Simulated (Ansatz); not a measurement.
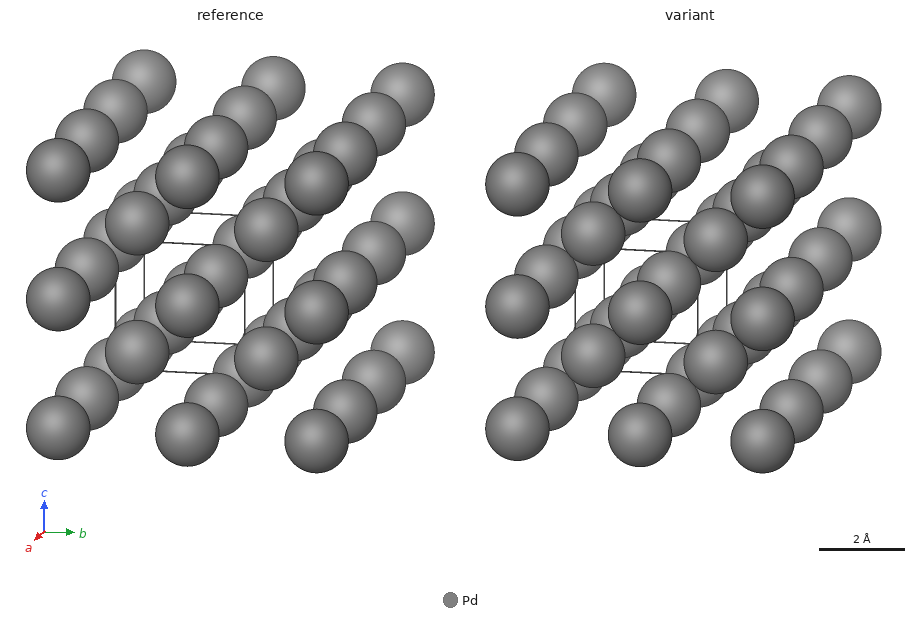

Left: a symmetric starting cell of Pd. Right: the same structure after one change, at the same scale. A spheres-only model of the conventional cell (2 times the calculation's cell), repeated 3 × 2 × 2 with one cell outlined, seen slightly off an axis. Lengths and directions refer to the drawn axes.

These are results of DFT PBE, scalar-relativistic, plane waves, PAW in Ansatz, not measurements. Settings: plane-wave cutoff 420 eV; k-point mesh 18 × 18 × 18; occupations gaussian; smearing width 0.1 eV; no spin polarisation.

Q: What was changed?

A: The cell is strained by +0.9 % along a and −5.1 % across it (volume −9.2 %), the atoms keeping their fractional coordinates. No relaxation follows. The starting cell wasn't computed here and needn't be at equilibrium, so pressure and forces aren't due to the change alone.

Q: What does the change do?

A: The pressure is 18.8 GPa (not all of it need come from the change, since the unchanged cell can be under pressure at this level too). The principal stresses (compression positive) are 20.1 GPa along a and 18.2 GPa across it. All forces vanish by symmetry. Some distances before and after: Pd–Pd 3.145 → 2.983 Å, Pd–Pd 2.723 → 2.639 Å. The space group (tolerance 0.01 Å) goes from Im-3m (No. 229) to I4/mmm (No. 139).
